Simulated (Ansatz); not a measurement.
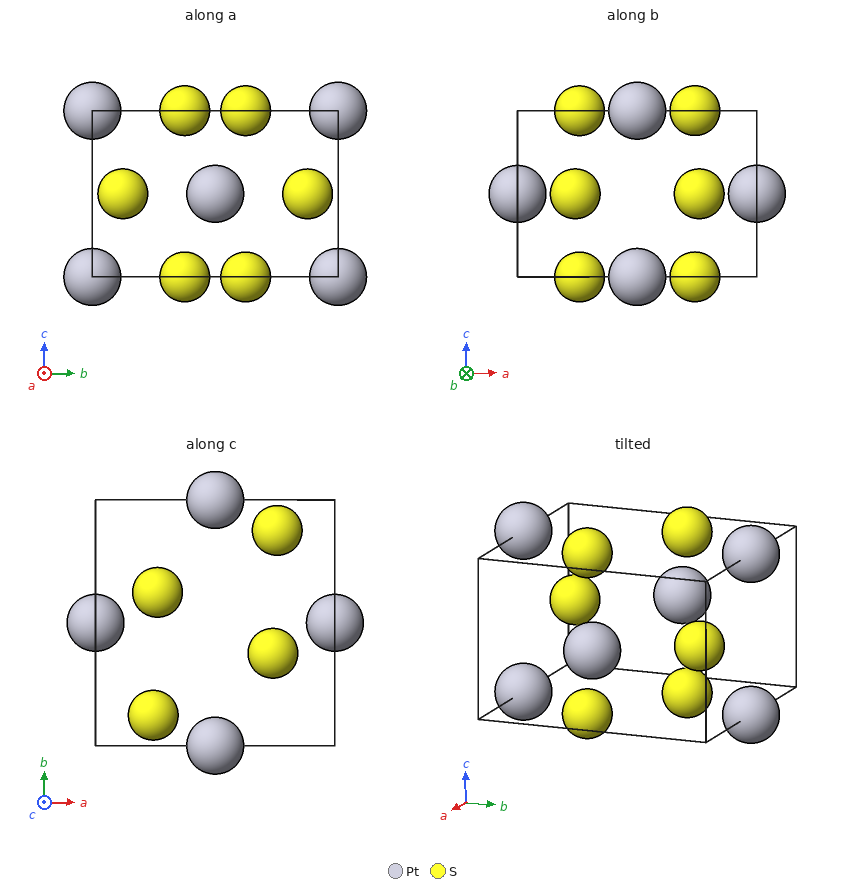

Structure drawing (spheres-only), viewed along the a axis, along the b axis, along the c axis and slightly off an axis. The edges of the unit cell are marked.

Lattice parameters: a = 5.284 Å, b = 5.424 Å, c = 3.669 Å, α = 90.00°, β = 89.96°, γ = 90.00°. Put a along x and b in the xy plane.

Q: Record the structure as a POSCAR file, with free fractional coordinates to two decimals.

A:
```
Pt S
1.0
     5.284    0.000    0.000
     0.000    5.424    0.000
     0.002    0.000    3.669
Pt S
2 4
Direct
  0.50 0.00 0.00
  0.00 0.50 0.50
  0.24 0.12 0.50
  0.26 0.62 0.00
  0.74 0.38 0.00
  0.76 0.88 0.50
```

Starting structure: a structure type filled with these elements by a generator (whether the compound takes this form wasn't checked). Cell shown after relaxation with DFT, PBEsol, plane waves, PAW in Ansatz.
